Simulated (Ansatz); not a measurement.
# Ti₃H (slab): what the fields show

```
Ti H
1.0
     2.90754    0.00000    0.00000
     0.00000    2.90754    0.00000
     0.00000    0.00000   19.30598
Ti H
3 1
Direct
  0.50000 0.50000 0.20719
  0.00000 0.00000 0.30576
  0.50000 0.50000 0.40433
  0.66667 0.66667 0.48726
```

A point of a scan over the structure, not its minimum; not relaxed (largest force 1.0 eV/Å); computed without spin polarisation; PAW files of the earlier set (soft_1).

The calculation used DFT PBE, scalar-relativistic, plane waves, PAW (Ansatz).

Core electrons are frozen (PAW), and the valence fields are smoothed inside the atomic spheres.

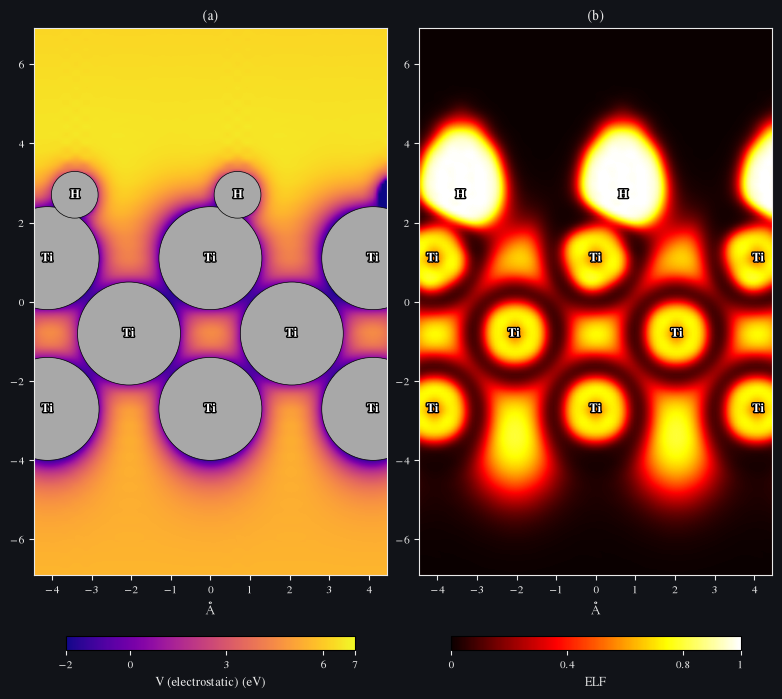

Figure 1. (a) electrostatic potential (local pseudopotential plus Hartree) felt by an electron; (b) electron localisation function on the (11̄0) plane of the calculation cell, a cut from vacuum to vacuum. Grey discs cover the atomic cores in the potential map.

Question: What do the fields say about this system?

Answer:
- The plane passes through Ti and H nuclei.
- Ti–H (1.74 Å): the ELF climbs to about 1 towards the hydrogen.
- Ti–Ti (2.80 Å): the ELF is about 0.20 at the midpoint (no shared electron pair shows on this line).
- The features right at Ti lie inside the PAW spheres, where the map follows smoothed inner orbitals and isn't to be read closely.

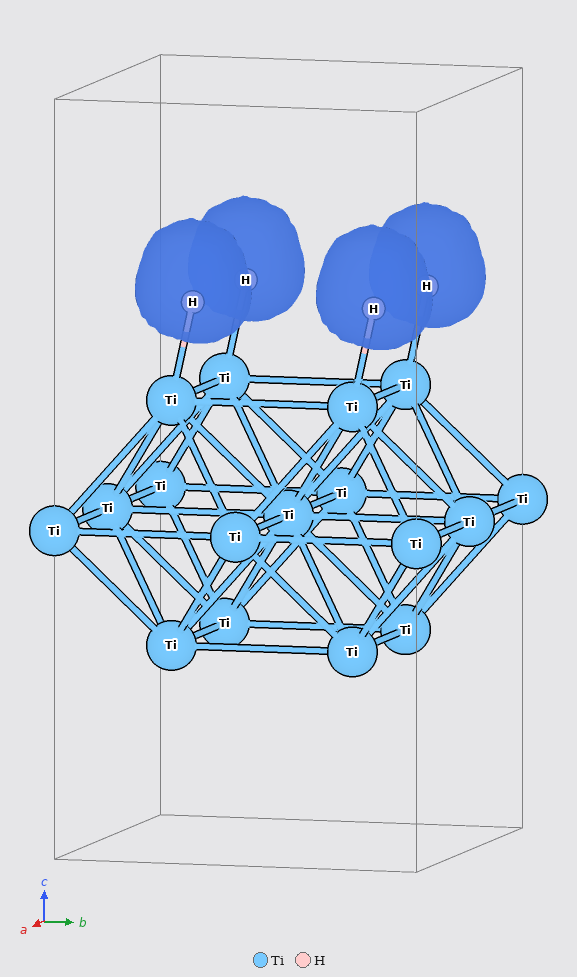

Figure 2. Isosurface of the ELF at 0.9 (blue), seen slightly off an axis. Core shells and regions of very low density are left out. Sticks mark near contacts.

Question: What do the ELF domains correspond to?

Answer: The surface consists of one region around a hydrogen nucleus, counted in one cell of 4 atoms. Counts are for one cell; the picture repeats the cell along the surface.

Question: Does the calculation give a band gap?

Answer: It is gapless in this calculation (a metal or semimetal).
